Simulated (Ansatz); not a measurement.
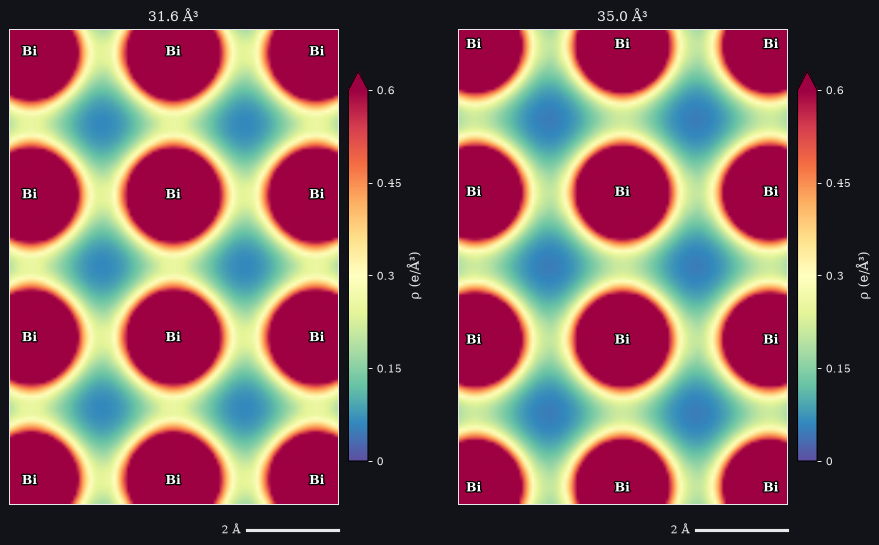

Bi. The valence pseudo-density of cells scaled evenly to different volumes (given per atom above each panel), on the (001) plane of each (indices in the axes of the cell below), at one length scale and on one colour scale.

A structure from a database of computed crystals, not necessarily the ambient phase.

Level of theory: Ansatz 0.2.0, Kohn-Sham DFT of a periodic cell, HSE06, Ansatz PAW.

Core electrons are frozen (PAW), and the valence fields are smoothed inside the atomic spheres.

The largest cell:

```xyz
2
Lattice="3.2810 0.0000 0.0000 0.0000 3.2640 0.0000 -0.0815 0.0000 6.5287" Properties=species:S:1:pos:R:3 pbc="T T T"
Bi    1.7246    0.0000    4.8938
Bi    1.4749    0.0000    1.6349
```

| volume (Å³/atom) | Bi–Bi contact in the plane (Å) | ρ at its midpoint (e/Å³) | pressure (GPa) | 
| --- | --- | --- | --- |
| 31.60 | 3.156 | 0.254 | 4.6 | 
| 32.94 | 3.200 | ? | ? | 
| 34.96 | 3.264 | 0.215 | −1.5 | 

What values belong in the row with question marks?

Answer. Over the known rows ln ρ falls by 1.54 per Å of Bi–Bi distance (the line through the two), which gives 0.237 e/Å³ at 3.200 Å; the calculation gives 0.234 e/Å³. For the pressure, a straight line in volume between the neighbouring rows gives 2.2 GPa; the calculation gives 1.7, lower because pressure rises ever faster on compression.
